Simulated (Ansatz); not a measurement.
System: O, space group Pm-3m (No. 221).

The given structure:
```
CELL_PARAMETERS angstrom
1.99714 0.00000 0.00000
0.00000 1.99714 0.00000
0.00000 0.00000 1.99714
ATOMIC_POSITIONS crystal
O 0.00000 0.00000 0.00000
```

Input of one of the runs behind the figure:
```
crystal:
  lattice:
    - [1.9971396344, 0.0, 0.0]
    - [0.0, 1.9971396344, 0.0]
    - [0.0, 0.0, 1.9971396344]
  atoms:
    - { symbol: O, position: [0.0, 0.0, 0.0] }
kpoints:
  mp_grid: { grid: [18, 18, 18] }
  band_path:
    path:
      - [0.0, 0.0, 0.0]
      - [0.0, 0.5, 0.0]
      - [0.5, 0.5, 0.0]
      - [0.0, 0.0, 0.0]
      - [0.5, 0.5, 0.5]
      - [0.0, 0.5, 0.0]
      - [0.5, 0.5, 0.5]
      - [0.5, 0.5, 0.0]
    npoints: 14
scf:
  occupations: { method: fermi_dirac, width: 0.03 }
hamiltonian:
  xc: pbe
  pseudopotentials: { kind: paw }
output:
  forces: true
  stress: true
  eigenvalues: true
  efg: { contact_densities: true }
  populations: true
  bader: true
  dos: { projected: true, de: 0.2, e_range: [-14, 8] }
  write_density: true
  write_potential: true
  elf: true
  volumetric_format: npy
```

Run as:
```bash
ansatz run input.yaml --threads 1 --pin off --max-ram 2048MiB --backend cpu --events-out ev --progress --plain --runs-dir out
```

How it was computed, with Ansatz 0.2.0: periodic Kohn-Sham DFT of a crystal at fixed atoms, scaled to the stated factor times the given cell; pressure positive in compression. Level: PBE.

- method: frozen-core PAW
- relativity: scalar
- k mesh: 18×18×18
- occupations: Fermi–Dirac
- smearing width: 0.03 eV
- wave cutoff: 420 eV
- PAW set: soft_2

V(given) is 7.97 Å³/atom.

Describe the result: the pressure against V/V(given). The V/V(given) takes the values 0.96, 0.98, 1.00, 1.02, 1.04.

The pressure falls from 7.7 GPa at V/V(given) 0.96 to −6.1 GPa at 1.04, and changes sign near 1.00. The volume at zero pressure from a fit of the pressures is 7.97 Å³/atom. The bulk modulus from that fit is 171 GPa.

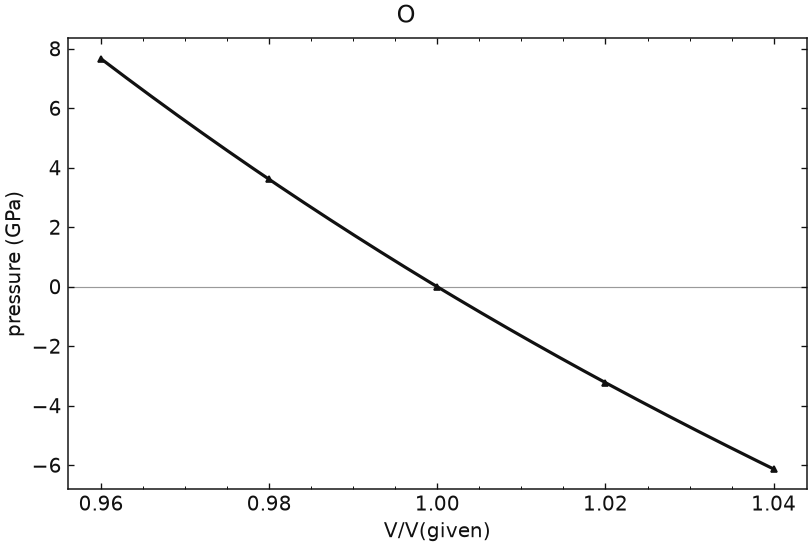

Caveats: a lower magnetic state may exist.
